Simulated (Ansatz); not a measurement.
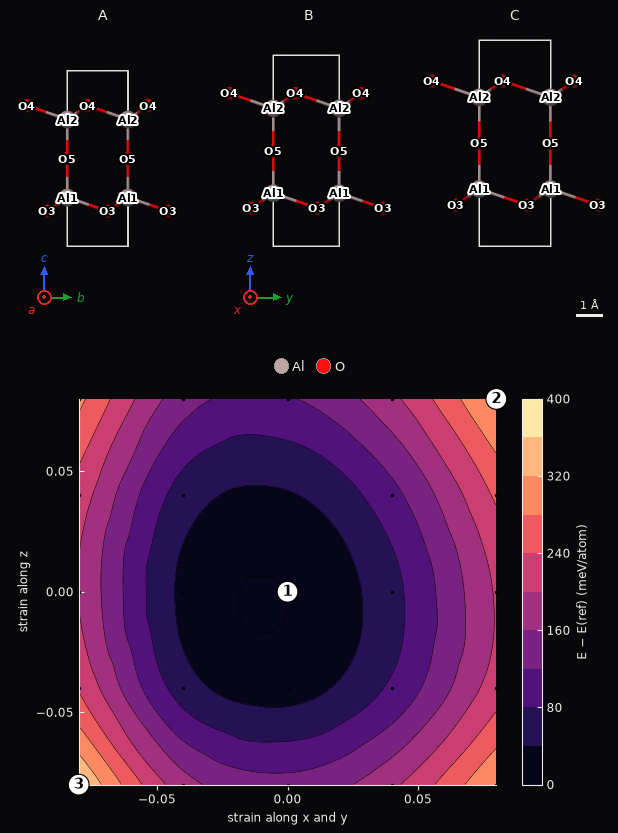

Energy scan for solid Al₂O₃ (P-3m1), in which the cell is strained equally along x and y and separately along z, with the atoms kept at their fractional coordinates. x, y and z are the Cartesian axes of the input. The map is interpolated between the computed points (dots). The frames are shuffled; each belongs to one numbered point. Style: ball-and-stick. Shown: the cell of the calculation, along the a axis.

All numbers below come from DFT PBEsol, scalar-relativistic, plane waves, PAW (Ansatz 0.2.0). (plane-wave cutoff 420 eV; k-point mesh 12 × 12 × 4; occupations gaussian; smearing width 0.05 eV; no spin polarisation). Energies (free energies at the smearing named) are counted from the cell as listed in its source, which wasn't relaxed.

Q: Which frame belongs to which numbered point?

A: Point 1 is frame B, at (0.000, 0.000) and 0 meV/atom; 2 is frame C, at (0.080, 0.080) and 331 meV/atom; 3 is frame A, at (−0.080, −0.080) and 364 meV/atom. In pairs of (strain along x and y; strain along z): the lowest computed point lies at (0.000, 0.000) (0 meV/atom), the highest at (−0.080, −0.080) (364 meV/atom).  Over the ranges scanned the energy rises more along the first axis, the in-plane strain. The pressure runs from −25.6 GPa at (0.080, 0.080) to 59.8 GPa at (−0.080, −0.080).
